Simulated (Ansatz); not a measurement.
Cu: geometry relaxation (part 1 of 3)

System: Cu (slab, 13 atoms in the cell).
Method: DFT LDA, scalar-relativistic, plane waves, PAW, PAW set soft_1, no spin polarisation (Ansatz 0.2.0).

The structure derives from an entry of the Crystallography Open Database. The input holds or restrains some coordinates. Forces given for the steps count only the free coordinates.

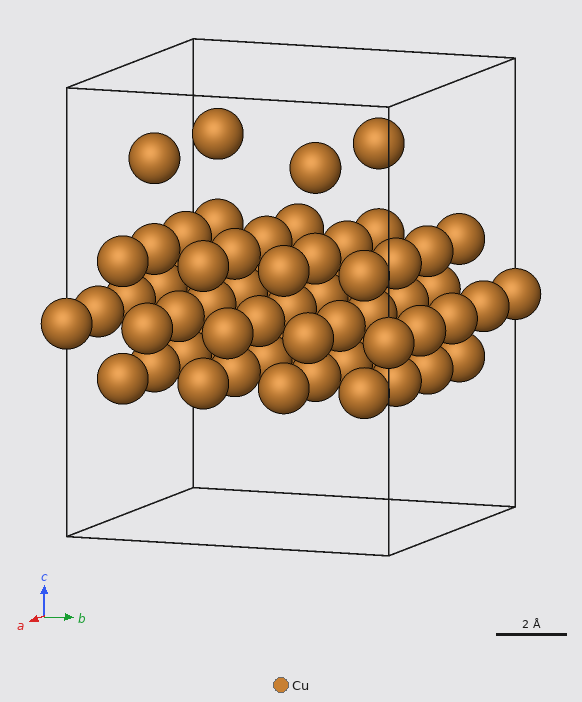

*The structure as given in the input (spheres-only view of the 2 × 2 repeat of the cell, with the vacuum cut short, seen slightly off an axis). An atom can appear more than once, as a periodic image.*

Key numbers:

```csv
quantity,value
outcome,converged under the restraints of the input
electrons treated,247
free energy,−85216.1143 eV
"work function, top face",4.24 eV
"work function, bottom face",4.85 eV
Fermi energy,2.194 eV
gap on the k-point mesh,none (metallic)
final volume,468.26 Å³
work function (upper face),4.24 eV
"largest force (length of the vector) at the end, held atoms and coordinates included",0.733 eV/Å
hardware,"4 threads of Arm Neoverse N1, 98 GiB of memory available, shared host"
wall time,4.6 min (CPU time 18 min)
peak memory,1.7 GiB
```

The program warns: the PAW datasets were made with another functional; the exchange-correlation potential is rough where the density is thin.

The input:
```yaml
crystal:
  lattice:
    - [4.9751540563, 0.0, 0.0]
    - [0.0, 4.9751540563, 0.0]
    - [0.0, 0.0, 18.9178854445]
  atoms:
    - { symbol: Cu, position: [0.25, 0.25, 0.2114401217] }
    - { symbol: Cu, position: [0.25, 0.75, 0.2114401217] }
    - { symbol: Cu, position: [0.75, 0.25, 0.2114401217] }
    - { symbol: Cu, position: [0.75, 0.75, 0.2114401217] }
    - { symbol: Cu, position: [0.0, 0.0, 0.3017752139] }
    - { symbol: Cu, position: [0.0, 0.5, 0.3017752139] }
    - { symbol: Cu, position: [0.5, 0.0, 0.3017752139] }
    - { symbol: Cu, position: [0.5, 0.5, 0.3017752139] }
    - { symbol: Cu, position: [0.25, 0.25, 0.3921096502] }
    - { symbol: Cu, position: [0.25, 0.75, 0.3921096502] }
    - { symbol: Cu, position: [0.75, 0.25, 0.3921096502] }
    - { symbol: Cu, position: [0.75, 0.75, 0.3921096502] }
    - { symbol: Cu, position: [0.25, 0.25, 0.5316601305] }
basis:
  ecutwfc: 420
kpoints:
  mp_grid: { grid: [6, 6, 1] }
hamiltonian:
  xc: lda
  pseudopotentials: { kind: paw, azcp: { folder: soft_1 } }
scf:
  occupations: { method: gaussian, width: 0.1 }
output:
  forces: true
  eigenvalues: true
  write_density: true
  write_potential: true
  elf: true
  volumetric_format: npy
relax:
  adjacent_minimum: "off"
  f_tol: 0.025
  max_steps: 16
  constraints:
    - { sites: [0, 1, 2, 3, 4, 5, 6, 7, 8, 9, 10, 11] }
    - { sites: [12], fix: xy }
efield:
  axis: 3
  dipole_correction: true
  ramp_width: 0.04
```

Launch command:
```bash
ansatz run input.yaml --threads 4 --pin off --max-ram 12288MiB --backend cpu --events-out ev --progress --plain --runs-dir out
```

Log:
```
Warning: [file] the record states the generating functional pbe (its physics header spells it `PBE`), which answers neither for hamiltonian.xc's functional nor for the lda family's — results may be inconsistent (PPs are generated against a specific XC)
Engine: ansatz 0.2.0, aarch64-unknown-linux-gnu
Pseudopotentials: kind: paw
Pseudopotential: Cu, paw, valence charge 19, recommended cutoff 420 eV (normal), [file]
Functional definition: SPW92
  exchange = slater_x
  correlation = pw_c
Crystal: 13 atoms, lattice volume = 468.258 Å³
Basis set: ecut = 420 eV, 9195 PW (Γ)
Bands: 149, of which v1, the nominal top of the filled ones, is band 124 counted from 1 (123 counted from 0)
Symmetry: 8 space group operations
Space group: P4mm (ITA 99), of the structure as read, at distance tolerance 7.8e-5 Å
k-points: 10 of 36
Non-local potential: Cu, projectors of the file, l = 0: 3, l = 1: 2, l = 2: 3, l = 3: 1
PAW form: soft (Blöchl's): semilocal exchange-correlation on the pseudo side does not see the compensation charge
PAW frozen core: Cu, regenerated for the run's functional, and the local potential with it (the file was generated under x = pbe(κ = 0.804, μ = 0.2195149727645171), c = pbe(β = 0.06672455060314922))
PAW one-centre angular grid: Cu, 590 points (default); XC on 64 Gauss nodes
Initial density: superposition of atomic densities (neutral atoms: chi_scale 0, normalization atom)
Initial wavefunctions: pseudopotential atomic-orbital guess
Functional: x = slater, c = lda
SCF iter   1: F=—  HF=-85227.918777 eV  |F-HF|=—  |Δ(HF+E_count)|=         —  Δρ=1.52e-1  dr2=6.42e1  ethr=3.10e-3  p=0.000 e·Å  D=1.44e-5 V/Å  ΔV_dip=-0.00 eV  dr2_dipole=2.32e-2  V_vac-E_F(+/−)=4.77/4.77 eV  ⟨swp⟩=9.2  Hψ=7008  notcnv=0  defer=28
efield: sawtooth ramp at fractional position 0.8516 (placed from the atoms, in the widest stretch of the axis that holds none; the zero of the levels goes with the place), width 0.0400; the density the first Hamiltonian is built on has a dipole p = 0.000 e·Å; the dipole correction subtracts the counter field D = 1.44e-5 V/Å, which shifts the + side's vacuum level by -0.00 eV against the − side's; the planar-averaged density in the ramp window peaks in size at 1.3e-5 e/Å³
preconditioner: auto → LDOS  [metal: Δε(μ)=0.082 eV  Ē_g=7.228 eV  σ=0.100 eV  W_gap=0.43  n_scr=110 (ndim 8)  ℏωp=20.5 eV  f_vac=0.609  D(μ)=5.88/eV (n_scr^D=28)  β→1.0]
SCF iter   2: F=—  HF=-85303.527536 eV  |F-HF|=—  |Δ(HF+E_count)|=    7.56e1  Δρ=3.05e-1  dr2=2.53e2  ethr=3.10e-3  p=0.186 e·Å  D=7.19e-2 V/Å  ΔV_dip=-1.36 eV  dr2_dipole=2.94e0  V_vac-E_F(+/−)=2.03/3.39 eV  ⟨swp⟩=4.0  Hψ=4963  notcnv=0  defer=180  recentre
SCF iter   3: F=—  HF=-85216.151025 eV  |F-HF|=—  |Δ(HF+E_count)|=    8.74e1  Δρ=3.45e-2  dr2=3.67e0  ethr=3.10e-3  p=0.050 e·Å  D=1.92e-2 V/Å  ΔV_dip=-0.36 eV  dr2_dipole=4.24e-3  V_vac-E_F(+/−)=4.46/4.83 eV  ⟨swp⟩=4.0  Hψ=4198  notcnv=0  defer=193
SCF iter   4: F=—  HF=-85215.631653 eV  |F-HF|=—  |Δ(HF+E_count)|=   5.19e-1  Δρ=1.66e-2  dr2=7.15e-1  ethr=1.48e-3  p=0.044 e·Å  D=1.70e-2 V/Å  ΔV_dip=-0.32 eV  dr2_dipole=4.77e-3  V_vac-E_F(+/−)=4.47/4.79 eV  ⟨swp⟩=2.1  Hψ=2482  notcnv=0  defer=188
SCF iter   5: F=—  HF=-85215.502125 eV  |F-HF|=—  |Δ(HF+E_count)|=   1.30e-1  Δρ=3.90e-3  dr2=5.10e-2  ethr=2.89e-4  p=0.063 e·Å  D=2.45e-2 V/Å  ΔV_dip=-0.46 eV  dr2_dipole=1.81e-3  V_vac-E_F(+/−)=4.40/4.87 eV  ⟨swp⟩=2.0  Hψ=2466  notcnv=0  defer=191
SCF iter   6: F=—  HF=-85215.506451 eV  |F-HF|=—  |Δ(HF+E_count)|=   4.33e-3  Δρ=1.85e-3  dr2=1.02e-2  ethr=2.06e-5  p=0.062 e·Å  D=2.40e-2 V/Å  ΔV_dip=-0.45 eV  dr2_dipole=1.08e-3  V_vac-E_F(+/−)=4.40/4.85 eV  ⟨swp⟩=2.5  Hψ=2064  notcnv=0  defer=191
SCF iter   7: F=—  HF=-85215.506859 eV  |F-HF|=—  |Δ(HF+E_count)|=   4.08e-4  Δρ=1.11e-3  dr2=5.10e-3  ethr=4.13e-6  p=0.067 e·Å  D=2.57e-2 V/Å  ΔV_dip=-0.49 eV  dr2_dipole=8.33e-4  V_vac-E_F(+/−)=4.38/4.86 eV  ⟨swp⟩=3.0  Hψ=2471  notcnv=0  defer=191
SCF iter   8: F=—  HF=-85215.506769 eV  |F-HF|=—  |Δ(HF+E_count)|=   9.01e-5  Δρ=3.75e-4  dr2=8.83e-4  ethr=2.06e-6  p=0.068 e·Å  D=2.61e-2 V/Å  ΔV_dip=-0.49 eV  dr2_dipole=1.76e-4  V_vac-E_F(+/−)=4.37/4.86 eV  ⟨swp⟩=2.0  Hψ=1789  notcnv=0  defer=191
SCF iter   9: F=—  HF=-85215.506800 eV  |F-HF|=—  |Δ(HF+E_count)|=   3.10e-5  Δρ=1.24e-4  dr2=7.84e-5  ethr=3.57e-7  p=0.068 e·Å  D=2.64e-2 V/Å  ΔV_dip=-0.50 eV  dr2_dipole=3.68e-6  V_vac-E_F(+/−)=4.36/4.85 eV  ⟨swp⟩=2.0  Hψ=1925  notcnv=0  defer=191
SCF iter  10: F=-85215.506828 eV  HF=-85215.506809 eV  |F-HF|=1.92e-5  |Δ(HF+E_count)|=   9.08e-6  Δρ=3.64e-5  dr2=6.28e-6  ethr=6.33e-9  p=0.068 e·Å  D=2.64e-2 V/Å  ΔV_dip=-0.50 eV  dr2_dipole=5.47e-7  V_vac-E_F(+/−)=4.35/4.85 eV  ⟨swp⟩=22.5  Hψ=16886  notcnv=0
SCF 1 converged in 10 iterations: F = -85215.506828 eV  dr2 = 6.28e-6
  greatest PAW one-centre occupation: 1.001 electrons in one spin orbital (limit 2), on the Cu atom at site 12 (counted from 0), in its partial waves of l = 0
relax step   1: F+E_penalty+E_count = -85215.50682790 eV  Δ(F+E_penalty+E_count) = +0.000e0 eV  max|allowed force component| = 1.745e0 eV/Å  Δτ_max = 0.0000 Å  (10 SCF iters, dr2 threshold 1.56e-5 eV, accepted)
Initial density: handed on by an earlier stage of this run
Initial wavefunctions: those handed on with the density
iter 1 solved again at ethr=1.15e-4 eV; its pass at ethr=3.10e-3 eV (dr2=2.83e-1 eV) is discarded
SCF iter   1: F=—  HF=-85215.864169 eV  |F-HF|=—  |Δ(HF+E_count)|=         —  Δρ=7.10e-3  dr2=2.86e-1  ethr=1.15e-4  p=0.068 e·Å  D=2.64e-2 V/Å  ΔV_dip=-0.50 eV  dr2_dipole=4.83e-2  V_vac-E_F(+/−)=4.34/4.84 eV  ⟨swp⟩=1.5  Hψ=4581  notcnv=0  defer=186
efield: sawtooth ramp at fractional position 0.8516 (handed on by an earlier solve), width 0.0400; the density the first Hamiltonian is built on has a dipole p = 0.068 e·Å; the dipole correction subtracts the counter field D = 2.64e-2 V/Å, which shifts the + side's vacuum level by -0.50 eV against the − side's; the planar-averaged density in the ramp window peaks in size at 2.0e-5 e/Å³
preconditioner: auto → LDOS  [metal: Δε(μ)=0.091 eV  Ē_g=7.920 eV  σ=0.100 eV  W_gap=0.47  n_scr=110 (ndim 8)  ℏωp=20.5 eV  f_vac=0.612  D(μ)=5.79/eV (n_scr^D=28)  β→1.0]
SCF iter   2: F=—  HF=-85215.879950 eV  |F-HF|=—  |Δ(HF+E_count)|=   1.58e-2  Δρ=8.56e-3  dr2=2.06e-1  ethr=1.15e-4  p=0.072 e·Å  D=2.77e-2 V/Å  ΔV_dip=-0.52 eV  dr2_dipole=9.03e-3  V_vac-E_F(+/−)=4.33/4.85 eV  ⟨swp⟩=3.0  Hψ=2525  notcnv=0  defer=186
SCF iter   3: F=—  HF=-85215.837139 eV  |F-HF|=—  |Δ(HF+E_count)|=   4.28e-2  Δρ=2.26e-3  dr2=2.24e-2  ethr=8.36e-5  p=0.077 e·Å  D=2.98e-2 V/Å  ΔV_dip=-0.56 eV  dr2_dipole=3.52e-3  V_vac-E_F(+/−)=4.29/4.85 eV  ⟨swp⟩=2.0  Hψ=2830  notcnv=0  defer=186
SCF iter   4: F=—  HF=-85215.835358 eV  |F-HF|=—  |Δ(HF+E_count)|=   1.78e-3  Δρ=1.22e-3  dr2=4.40e-3  ethr=9.09e-6  p=0.079 e·Å  D=3.04e-2 V/Å  ΔV_dip=-0.58 eV  dr2_dipole=1.04e-4  V_vac-E_F(+/−)=4.27/4.85 eV  ⟨swp⟩=3.0  Hψ=2468  notcnv=0  defer=186
SCF iter   5: F=—  HF=-85215.834824 eV  |F-HF|=—  |Δ(HF+E_count)|=   5.34e-4  Δρ=5.13e-4  dr2=6.79e-4  ethr=1.78e-6  p=0.079 e·Å  D=3.03e-2 V/Å  ΔV_dip=-0.57 eV  dr2_dipole=1.31e-6  V_vac-E_F(+/−)=4.27/4.85 eV  ⟨swp⟩=2.1  Hψ=2499  notcnv=0  defer=186
SCF iter   6: F=—  HF=-85215.834904 eV  |F-HF|=—  |Δ(HF+E_count)|=   8.02e-5  Δρ=1.27e-4  dr2=5.54e-5  ethr=4.05e-8  p=0.078 e·Å  D=3.01e-2 V/Å  ΔV_dip=-0.57 eV  dr2_dipole=3.34e-7  V_vac-E_F(+/−)=4.28/4.85 eV  ⟨swp⟩=20.7  Hψ=17261  notcnv=0
SCF iter   7: F=-85215.834982 eV  HF=-85215.834972 eV  |F-HF|=9.51e-6  |Δ(HF+E_count)|=   6.82e-5  Δρ=6.95e-5  dr2=1.39e-5  ethr=2.24e-8  p=0.077 e·Å  D=2.99e-2 V/Å  ΔV_dip=-0.56 eV  dr2_dipole=1.60e-6  V_vac-E_F(+/−)=4.28/4.85 eV  ⟨swp⟩=16.7  Hψ=14791  notcnv=0
SCF 2 converged in 7 iterations: F = -85215.834982 eV  dr2 = 1.39e-5
relax step   2: F+E_penalty+E_count = -85215.83498178 eV  Δ(F+E_penalty+E_count) = -3.282e-1 eV  max|allowed force component| = 1.556e0 eV/Å  Δτ_max = 0.1950 Å  (7 SCF iters, dr2 threshold 1.00e-4 eV, accepted)
SCF iter   1: F=—  HF=-85216.112515 eV  |F-HF|=—  |Δ(HF+E_count)|=         —  Δρ=8.09e-3  dr2=3.43e-1  ethr=1.16e-3  p=0.077 e·Å  D=2.99e-2 V/Å  ΔV_dip=-0.56 eV  dr2_dipole=5.36e-2  V_vac-E_F(+/−)=4.26/4.83 eV  ⟨swp⟩=4.3  Hψ=3032  notcnv=0  defer=183
efield: sawtooth ramp at fractional position 0.8516 (handed on by an earlier solve), width 0.0400; the density the first Hamiltonian is built on has a dipole p = 0.077 e·Å; the dipole correction subtracts the counter field D = 2.99e-2 V/Å, which shifts the + side's vacuum level by -0.56 eV against the − side's; the planar-averaged density in the ramp window peaks in size at 2.0e-5 e/Å³
preconditioner: auto → LDOS  [insulator: Δε(μ)=0.099 eV  Ē_g=7.955 eV  σ=0.100 eV  W_gap=0.51  n_scr=110 (ndim 8)  ℏωp=20.5 eV  f_vac=0.615  D(μ)=5.47/eV (n_scr^D=28)  ε∞_Penn≈7.7  β→1.0]
SCF iter   2: F=—  HF=-85216.120740 eV  |F-HF|=—  |Δ(HF+E_count)|=   8.23e-3  Δρ=8.68e-3  dr2=2.02e-1  ethr=1.39e-4  p=0.074 e·Å  D=2.86e-2 V/Å  ΔV_dip=-0.54 eV  dr2_dipole=6.67e-3  V_vac-E_F(+/−)=4.33/4.88 eV  ⟨swp⟩=3.0  Hψ=2947  notcnv=0  defer=184
SCF iter   3: F=—  HF=-85216.075956 eV  |F-HF|=—  |Δ(HF+E_count)|=   4.48e-2  Δρ=1.75e-3  dr2=1.39e-2  ethr=8.16e-5  p=0.083 e·Å  D=3.23e-2 V/Å  ΔV_dip=-0.61 eV  dr2_dipole=1.64e-3  V_vac-E_F(+/−)=4.26/4.87 eV  ⟨swp⟩=2.4  Hψ=2692  notcnv=0  defer=183
SCF iter   4: F=—  HF=-85216.075800 eV  |F-HF|=—  |Δ(HF+E_count)|=   1.56e-4  Δρ=1.02e-3  dr2=2.86e-3  ethr=5.61e-6  p=0.085 e·Å  D=3.28e-2 V/Å  ΔV_dip=-0.62 eV  dr2_dipole=2.02e-5  V_vac-E_F(+/−)=4.23/4.85 eV  ⟨swp⟩=3.0  Hψ=2622  notcnv=0  defer=182
SCF iter   5: F=—  HF=-85216.075685 eV  |F-HF|=—  |Δ(HF+E_count)|=   1.14e-4  Δρ=5.68e-4  dr2=8.13e-4  ethr=1.16e-6  p=0.085 e·Å  D=3.27e-2 V/Å  ΔV_dip=-0.62 eV  dr2_dipole=4.08e-6  V_vac-E_F(+/−)=4.23/4.85 eV  ⟨swp⟩=2.5  Hψ=2505  notcnv=0  defer=182
SCF iter   6: F=—  HF=-85216.075779 eV  |F-HF|=—  |Δ(HF+E_count)|=   9.38e-5  Δρ=1.87e-4  dr2=9.69e-5  ethr=4.05e-8  p=0.084 e·Å  D=3.24e-2 V/Å  ΔV_dip=-0.61 eV  dr2_dipole=4.44e-6  V_vac-E_F(+/−)=4.24/4.85 eV  ⟨swp⟩=21.1  Hψ=17120  notcnv=0
SCF iter   7: F=-85216.075856 eV  HF=-85216.075854 eV  |F-HF|=1.74e-6  |Δ(HF+E_count)|=   7.48e-5  Δρ=7.62e-5  dr2=1.58e-5  ethr=3.92e-8  p=0.083 e·Å  D=3.21e-2 V/Å  ΔV_dip=-0.61 eV  dr2_dipole=1.88e-6  V_vac-E_F(+/−)=4.24/4.85 eV  ⟨swp⟩=17.0  Hψ=14815  notcnv=0
SCF 3 converged in 7 iterations: F = -85216.075856 eV  dr2 = 1.58e-5
relax step   3: F+E_penalty+E_count = -85216.07585568 eV  Δ(F+E_penalty+E_count) = -2.409e-1 eV  max|allowed force component| = 7.699e-1 eV/Å  Δτ_max = 0.1950 Å  (7 SCF iters, dr2 threshold 1.00e-4 eV, accepted)
SCF iter   1: F=—  HF=-85216.117550 eV  |F-HF|=—  |Δ(HF+E_count)|=         —  Δρ=6.60e-3  dr2=2.16e-1  ethr=8.77e-4  p=0.083 e·Å  D=3.21e-2 V/Å  ΔV_dip=-0.61 eV  dr2_dipole=2.81e-2  V_vac-E_F(+/−)=4.23/4.84 eV  ⟨swp⟩=4.3  Hψ=3086  notcnv=0  defer=181
efield: sawtooth ramp at fractional position 0.8516 (handed on by an earlier solve), width 0.0400; the density the first Hamiltonian is built on has a dipole p = 0.083 e·Å; the dipole correction subtracts the counter field D = 3.21e-2 V/Å, which shifts the + side's vacuum level by -0.61 eV against the − side's; the planar-averaged density in the ramp window peaks in size at 1.5e-5 e/Å³
preconditioner: auto → LDOS  [insulator: Δε(μ)=0.102 eV  Ē_g=7.993 eV  σ=0.100 eV  W_gap=0.52  n_scr=110 (ndim 8)  ℏωp=20.5 eV  f_vac=0.618  D(μ)=5.26/eV (n_scr^D=20)  ε∞_Penn≈7.6  β→1.0]
SCF iter   2: F=—  HF=-85216.122889 eV  |F-HF|=—  |Δ(HF+E_count)|=   5.34e-3  Δρ=7.50e-3  dr2=1.43e-1  ethr=8.73e-5  p=0.076 e·Å  D=2.95e-2 V/Å  ΔV_dip=-0.56 eV  dr2_dipole=2.02e-3  V_vac-E_F(+/−)=4.32/4.88 eV  ⟨swp⟩=3.0  Hψ=2955  notcnv=0  defer=179
SCF iter   3: F=—  HF=-85216.091663 eV  |F-HF|=—  |Δ(HF+E_count)|=   3.12e-2  Δρ=1.44e-3  dr2=6.65e-3  ethr=5.81e-5  p=0.086 e·Å  D=3.31e-2 V/Å  ΔV_dip=-0.63 eV  dr2_dipole=3.34e-4  V_vac-E_F(+/−)=4.25/4.87 eV  ⟨swp⟩=2.8  Hψ=2438  notcnv=0  defer=179
SCF iter   4: F=—  HF=-85216.091933 eV  |F-HF|=—  |Δ(HF+E_count)|=   2.71e-4  Δρ=6.80e-4  dr2=1.18e-3  ethr=2.69e-6  p=0.087 e·Å  D=3.36e-2 V/Å  ΔV_dip=-0.64 eV  dr2_dipole=5.05e-6  V_vac-E_F(+/−)=4.23/4.86 eV  ⟨swp⟩=3.0  Hψ=2858  notcnv=0  defer=178
SCF iter   5: F=—  HF=-85216.092073 eV  |F-HF|=—  |Δ(HF+E_count)|=   1.40e-4  Δρ=4.87e-4  dr2=6.20e-4  ethr=4.78e-7  p=0.086 e·Å  D=3.33e-2 V/Å  ΔV_dip=-0.63 eV  dr2_dipole=1.88e-5  V_vac-E_F(+/−)=4.23/4.86 eV  ⟨swp⟩=2.2  Hψ=2503  notcnv=0  defer=178
SCF iter   6: F=—  HF=-85216.092101 eV  |F-HF|=—  |Δ(HF+E_count)|=   2.80e-5  Δρ=1.89e-4  dr2=1.02e-4  ethr=2.51e-7  p=0.086 e·Å  D=3.31e-2 V/Å  ΔV_dip=-0.63 eV  dr2_dipole=8.31e-6  V_vac-E_F(+/−)=4.23/4.86 eV  ⟨swp⟩=2.0  Hψ=1942  notcnv=0  defer=178
SCF iter   7: F=-85216.092122 eV  HF=-85216.092138 eV  |F-HF|=1.57e-5  |Δ(HF+E_count)|=   3.62e-5  Δρ=8.29e-5  dr2=1.96e-5  ethr=4.05e-8  p=0.085 e·Å  D=3.29e-2 V/Å  ΔV_dip=-0.62 eV  dr2_dipole=1.80e-6  V_vac-E_F(+/−)=4.24/4.86 eV  ⟨swp⟩=19.6  Hψ=14801  notcnv=0
SCF 4 converged in 7 iterations: F = -85216.092122 eV  dr2 = 1.96e-5
```
